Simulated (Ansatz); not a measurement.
## What a change does: band-structure calculation on Bi2Te3

System: Bi2Te3 (5 atoms in the cell).
Method of the first run: DFT, r2SCAN, plane waves, PAW, no spin polarisation (Ansatz 0.2.0).

The structure derives from an entry of the Crystallography Open Database. The geometry comes from this level: r2SCAN. Text and figures count atoms from 1; the logs count them from 0 in places.

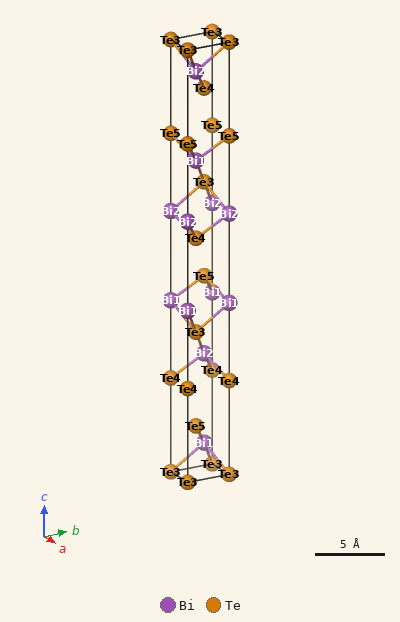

Fig. 1: The structure (ball-and-stick view of the cell 3 times as large as that of the calculation, set on its symmetry axes, seen slightly off an axis; atoms are numbered from 1 in the order of the input).

The input, the first run:
```yaml
crystal:
  lattice:
    - [2.2084078686, 1.2750248774, 10.772865014]
    - [-2.2084078686, 1.2750248774, 10.772865014]
    - [0.0, -2.5500497549, 10.772865014]
  atoms:
    - { symbol: Bi, position: [0.3967726405, 0.3967726405, 0.3967726405] }
    - { symbol: Bi, position: [0.6032273595, 0.6032273595, 0.6032273595] }
    - { symbol: Te, position: [0.0, 0.0, 0.0] }
    - { symbol: Te, position: [0.2170097712, 0.2170097712, 0.2170097712] }
    - { symbol: Te, position: [0.7829902288, 0.7829902288, 0.7829902288] }
kpoints:
  mp_grid: { grid: [6, 6, 6] }
  band_path:
    path:
      - [0.0, 0.0, 0.0]
      - [0.5, 0.5, 0.5]
      - [0.8239946936, 0.1760053064, 0.5]
      - [0.5, -0.1760053064, 0.1760053064]
      - [0.5, 0.0, 0.0]
      - [0.3380026532, -0.3380026532, 0.0]
      - [0.6619973468, 0.0, 0.3380026532]
      - [0.5, 0.0, 0.5]
    npoints: 1
hamiltonian:
  xc: r2scan
scf:
  occupations: { method: fixed }
  n_extra_bands: 5
output:
  forces: true
  stress: true
  eigenvalues: true
```

Launched with:
```bash
ansatz run input.yaml --threads 4 --pin off --max-ram 9216MiB --backend cpu --events-out ev --progress --plain --runs-dir out
```

Hardware: 4 threads of Intel Xeon (Granite Rapids), 128 GiB of memory available, shared host.

Output, shortened to warnings, some set-up lines, iterations and results (the first run):
```
Basis set: ecut = 500 eV, 4581 PW (Γ), FFT grids on a1−a3, a2−a3, a3, exchange–correlation on 144×144×324 points (64 copies of the dense FFT grid, shifted against one another)
Symmetry: 12 space group operations
k-points: 32 of 216
Initial density: superposition of atomic densities (neutral atoms: chi_scale 0, normalization atom), corrected by the library's trained network
[...]
SCF iter   1: F=—  HF=-45807.924119 eV  |F-HF|=—  |Δ(HF+E_count)|=         —  Δρ=3.26e-3  dr2=3.93e-2  dr2_τ=5.74e-3  ethr=1.77e-3  ⟨swp⟩=5.0  Hψ=4932  notcnv=0  defer=84
SCF iter   2: F=—  HF=-45807.935743 eV  |F-HF|=—  |Δ(HF+E_count)|=   1.16e-2  Δρ=1.81e-3  dr2=6.19e-3  dr2_τ=1.91e-4  ethr=5.04e-5  ⟨swp⟩=3.0  Hψ=1975  notcnv=0  defer=91
SCF iter   3: F=—  HF=-45807.936510 eV  |F-HF|=—  |Δ(HF+E_count)|=   7.67e-4  Δρ=8.93e-4  dr2=1.71e-3  dr2_τ=3.70e-5  ethr=7.93e-6  ⟨swp⟩=3.9  Hψ=2730  notcnv=0  defer=91
SCF iter   4: F=—  HF=-45807.936878 eV  |F-HF|=—  |Δ(HF+E_count)|=   3.68e-4  Δρ=1.66e-4  dr2=5.85e-5  dr2_τ=2.04e-6  ethr=2.19e-6  ⟨swp⟩=2.0  Hψ=1764  notcnv=0  defer=92
SCF iter   5: F=—  HF=-45807.936875 eV  |F-HF|=—  |Δ(HF+E_count)|=   2.63e-6  Δρ=4.70e-5  dr2=5.45e-6  dr2_τ=1.43e-7  ethr=7.50e-8  ⟨swp⟩=2.0  Hψ=1824  notcnv=0  defer=80
SCF iter   6: F=—  HF=-45807.936877 eV  |F-HF|=—  |Δ(HF+E_count)|=   2.27e-6  Δρ=1.28e-5  dr2=4.49e-7  dr2_τ=9.66e-9  ethr=6.99e-9  ⟨swp⟩=2.0  Hψ=2624  notcnv=0  defer=81
SCF iter   7: F=-45807.936877 eV  HF=-45807.936877 eV  |F-HF|=1.12e-8  |Δ(HF+E_count)|=   1.31e-7  Δρ=3.76e-6  dr2=2.99e-8  dr2_τ=4.39e-10  ethr=1.28e-10  ⟨swp⟩=12.6  Hψ=7501 …
SCF 1 converged in 7 iterations: F = -45807.936877 eV  dr2 = 2.99e-8
NSCF: frozen V_eff on 8 k-points
SCF converged after 7 iterations
Free energy (F): -45807.936877 eV
Harris-Foulkes:  -45807.936877 eV  (|F-HF|=1.12e-8)
Internal energy: -45807.936877 eV  (E = F + TS)
E sigma→0 (E₀):  -45807.936877 eV
Fermi energy:    7.803755 eV
--- Per-component energies (eV) ---
  E_band       = -1125.377516
  E_kinetic    = 1139.392817
  E_local      = -7534.398618  (includes V_loc(G=0)·N_el)
  E_nonlocal   = 194.467676
  E_hartree    = 3723.120890
  E_xc         = -627.058940
  E_vxc        = -647.299002  (∫ρ·V_xc dr)
  E_paw        = -35436.164353  (= ΣΔE_a)
  E_vpaw       = -1765.750956  (= ΣTr[D̂ρ^β])
  E_aug_tail   = -0.000669  (compensation charges beyond the density's cutoff)
  E_vtau       = 41.971379  (kinetic-family band-sum trace: ∫τ·v_τ [+ j·A + Jᵃ·Aᵃ] dr)
  E_ewald      = -7269.901341
  E_core_change = 2.605661  (= ΣΔE_core)
  E_smearing   = -0.000000  (= −TS)
  E_closure    = -0.000000  (closes the sum)
  Σ components = -45807.936877   (vs F -45807.936877, Δ=0.00e0)
--- Forces (eV/Å), atoms counted from 1 ---
  atom   1  Bi     0.00000000    -0.00000000     0.00127168
  atom   2  Bi     0.00000000     0.00000000    -0.00127168
  atom   3  Te     0.00000000    -0.00000000     0.00000000
  atom   4  Te     0.00000000    -0.00000000     0.00052070
  atom   5  Te     0.00000000     0.00000000    -0.00052070
  max |Σ_I F_I| component: 1.16e-18 eV/Å
--- Stress (GPa, compression-positive) ---
       -0.012200       0.000000       0.000000
        0.000000      -0.012200      -0.000000
        0.000000      -0.000000       0.006477
  P = ⅓ Tr σ = -0.0060 GPa (-0.060 kbar)
```

The input of the second run differs as follows (lines with − go, lines with + come):
```diff
-  mp_grid: { grid: [6, 6, 6] }
+  mp_grid: { grid: [4, 4, 4] }
-  xc: r2scan
+  xc: hse06
```

How does the second run compare with the first run?

The total energies belong to different methods, so their difference says nothing on which is more stable or more accurate. The gap on the mesh goes from 0.88 to 1.04 eV. The pressure goes from −0.01 to −0.86 GPa. The largest force goes from 0.001 to 0.189 eV/Å. The functional changes from r2SCAN to HSE06. The SCF takes 21 iterations against 7. The default cutoff goes from 500 to 420 eV with the change. The irreducible k-points go from 32 to 13. The plane waves at Γ go from 4581 to 3583. On the same kind of shared host the second run took about 21 times as long.

Output, shortened to warnings, some set-up lines, iterations and results (the second run):
```
Warning: output.stress: scf.convergence.dr2_threshold = 1e-7 eV (the SCF's general default) is looser than the 5e-10 eV advised for a printed stress (1e-10 eV for each atom of the cell: 5). What an SCF threshold leaves in a stress goes as its square root, and in the free energy as the threshold itself, and one threshold admits the most on a small cell: of the crystals measured, under no hybrid …
Warning: output.stress: scf.exx.energy_threshold = 1e-6 eV is looser than the 5e-8 eV advised for a stress under a hybrid functional (1e-8 eV for each atom of the cell: 5). Every SCF of the exchange loop can meet its threshold on dr2 while the loop round them stops early: no threshold on dr2 bounds what that leaves in the stress. Set scf.exx.energy_threshold to 5e-8 eV or tighter. The threshold …
Basis set: ecut = 420 eV, 3583 PW (Γ), FFT grids on a1−a3, a2−a3, a3, exchange–correlation on 60×60×150 points (8 copies of the dense FFT grid, shifted against one another)
Symmetry: 12 space group operations
k-points: 13 of 64
Initial density: superposition of atomic densities (neutral atoms: chi_scale 0, normalization atom), corrected by the library's trained network
[...]
SCF iter   1: F=—  HF=-45734.175361 eV  |F-HF|=—  |Δ(HF+E_count)|=         —  Δρ=1.13e-3  dr2=4.41e-3  ethr=1.77e-3  ⟨swp⟩=6.8  Hψ=2258  notcnv=0
SCF iter   2: F=—  HF=-45734.180779 eV  |F-HF|=—  |Δ(HF+E_count)|=   5.42e-3  Δρ=9.67e-4  dr2=2.02e-2  ethr=5.65e-6  ⟨swp⟩=5.5  Hψ=2184  notcnv=0  defer=2
SCF iter   3: F=—  HF=-45734.179731 eV  |F-HF|=—  |Δ(HF+E_count)|=   1.05e-3  Δρ=7.19e-4  dr2=9.05e-3  ethr=5.65e-6  ⟨swp⟩=4.2  Hψ=1474  notcnv=0
SCF iter   4: F=—  HF=-45734.179053 eV  |F-HF|=—  |Δ(HF+E_count)|=   6.78e-4  Δρ=3.19e-4  dr2=1.19e-3  ethr=5.65e-6  ⟨swp⟩=3.0  Hψ=1288  notcnv=0
SCF iter   5: F=—  HF=-45734.179073 eV  |F-HF|=—  |Δ(HF+E_count)|=   2.00e-5  Δρ=8.72e-5  dr2=3.96e-5  ethr=5.33e-8  ⟨swp⟩=3.2  Hψ=2666  notcnv=0
[... 14 lines ...]
SCF iter   2: F=—  HF=-45754.884786 eV  |F-HF|=—  |Δ(HF+E_count)|=   1.83e-6  Δρ=1.53e-5  dr2=3.50e-7  ethr=2.06e-9  ⟨swp⟩=4.5  Hψ=2089  notcnv=0
SCF iter   3: F=—  HF=-45754.884786 eV  |F-HF|=—  |Δ(HF+E_count)|=   4.59e-8  Δρ=6.89e-6  dr2=4.61e-8  ethr=3.78e-10  ⟨swp⟩=2.4  Hψ=1267  notcnv=0
SCF iter   4: F=—  HF=-45754.884786 eV  |F-HF|=—  |Δ(HF+E_count)|=   1.25e-7  Δρ=2.09e-6  dr2=2.46e-8  ethr=3.92e-11  ⟨swp⟩=4.7  Hψ=1753  notcnv=0  defer=2
SCF iter   5: F=-45754.884786 eV  HF=-45754.884786 eV  |F-HF|=1.16e-10  |Δ(HF+E_count)|=   4.75e-9  Δρ=2.94e-7  dr2=5.75e-10  ethr=2.95e-11  ⟨swp⟩=3.0  Hψ=1390  notcnv=0
SCF 3 converged in 5 iterations: F = -45754.884786 eV  dr2 = 5.75e-10
  Residual-converged pass: ⟨swp⟩=4.0  Hψ=1844  notcnv=0  max |occ|·‖R‖ = 6.6e-7 eV (tolerance 7.0e-7 eV)  dr2=5.59e-10  dr2_onsite=3.53e-11  max |Δocc| = 0.0e0
hybrid outer 2: dexx = +1.236e-6 eV, tail = 1.94e-8 eV, Δε = 1.90e-3 eV (about 4.29e-5 eV left of the loop's levels), ΔF = 3.96e-3 eV/Å (tail 4.95e-4)
the search or the solves at the SCF's close seem to have found levels that the self-consistency loop had missed (the run counts 1). By its estimate they hold under 1e-12 electrons; where the run keeps them, the occupations were computed again with them
NSCF: frozen V_eff on 8 k-points
hybrid SCF converged: 2 outer / 15 inner (+6 warm-up), last move |dexx| = 1.24e-6 eV, tail = 1.94e-8 eV
Stability not checked: this state was not tested for a lower state beside it, because the functional holds exact exchange (a hybrid, or Hartree-Fock), whose exchange loop this test does not read (fock_operator; see scf.lower_state_search)
Free energy (F): -45754.884786 eV
Frozen-core exchange: fock
Harris-Foulkes:  -45754.884786 eV  (|F-HF|=1.16e-10)
Internal energy: -45754.884786 eV  (E = F + TS)
E sigma→0 (E₀):  -45754.884786 eV
Fermi energy:    7.639211 eV
--- Per-component energies (eV) ---
  E_band       = -1220.010255
  E_kinetic    = 1138.222024
  E_local      = -7526.084646  (includes V_loc(G=0)·N_el)
  E_nonlocal   = 191.094376
  E_hartree    = 3722.869419
  E_xc         = -543.212127
  E_vxc        = -481.074238  (∫ρ·V_xc dr)
  E_exx        = -204.897565  (= α·E_x^exact, valence–valence)
  E_paw        = -35262.734284  (= ΣΔE_a)
  E_vpaw       = -1578.109824  (= ΣTr[D̂ρ^β])
  E_aug_tail   = -0.001416  (compensation charges beyond the density's cutoff)
  E_ewald      = -7269.901341
  E_core_change = -0.239225  (= ΣΔE_core)
  E_smearing   = -0.000000  (= −TS)
  E_closure    = -0.000002  (closes the sum)
  Σ components = -45754.884786   (vs F -45754.884786, Δ=7.28e-12)
--- Forces (eV/Å), atoms counted from 1 ---
  atom   1  Bi     0.00000000    -0.00000000     0.06033277
  atom   2  Bi     0.00000000     0.00000000    -0.06033277
  atom   3  Te     0.00000000     0.00000000    -0.00000000
  atom   4  Te     0.00000000    -0.00000000     0.18874711
  atom   5  Te     0.00000000     0.00000000    -0.18874711
  max |Σ_I F_I| component: 2.78e-17 eV/Å
--- Stress (GPa, compression-positive) ---
       -0.841888       0.000000       0.000000
        0.000000      -0.841888       0.000000
        0.000000       0.000000      -0.901621
  P = ⅓ Tr σ = -0.8618 GPa (-8.618 kbar)
```

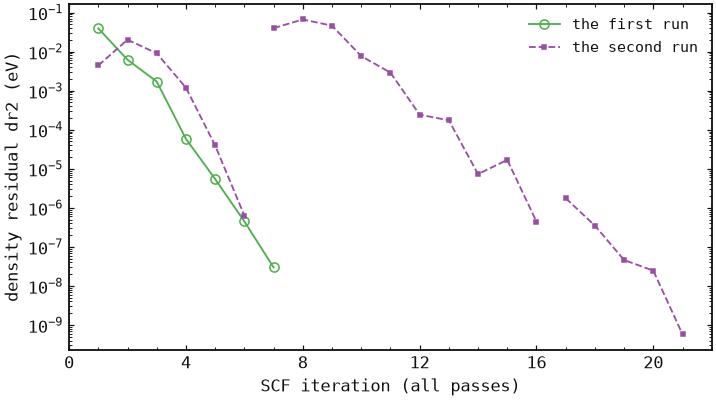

Fig. 2: Convergence of the two runs: density residual dr2 against the SCF iteration. A break in a curve parts two SCF passes. The first run takes 7 iterations in all, and the second run takes 21.

The two runs side by side:

| quantity | the first run | the second run |
| --- | --- | --- |
| outcome | converged | converged |
| free energy per atom (eV) | −9161.5874 | −9150.9770 |
| gap on the mesh (eV) | 0.88 | 1.04 |
| pressure (GPa) | −0.01 | −0.86 |
| largest force (eV/Å) | 0.001 | 0.189 |
| SCF iterations | 7 | 21 |
| irreducible k-points | 32 | 13 |
| plane waves at Γ | 4581 | 3583 |
| wall time (shared host) | 4.9 s | 1.7 min |

For both runs: Spin–orbit coupling is left out, which matters for Bi. For the second run: Warnings: the exchange loop's threshold is looser than advised for the stress; the SCF threshold is looser than advised for the printed stress.
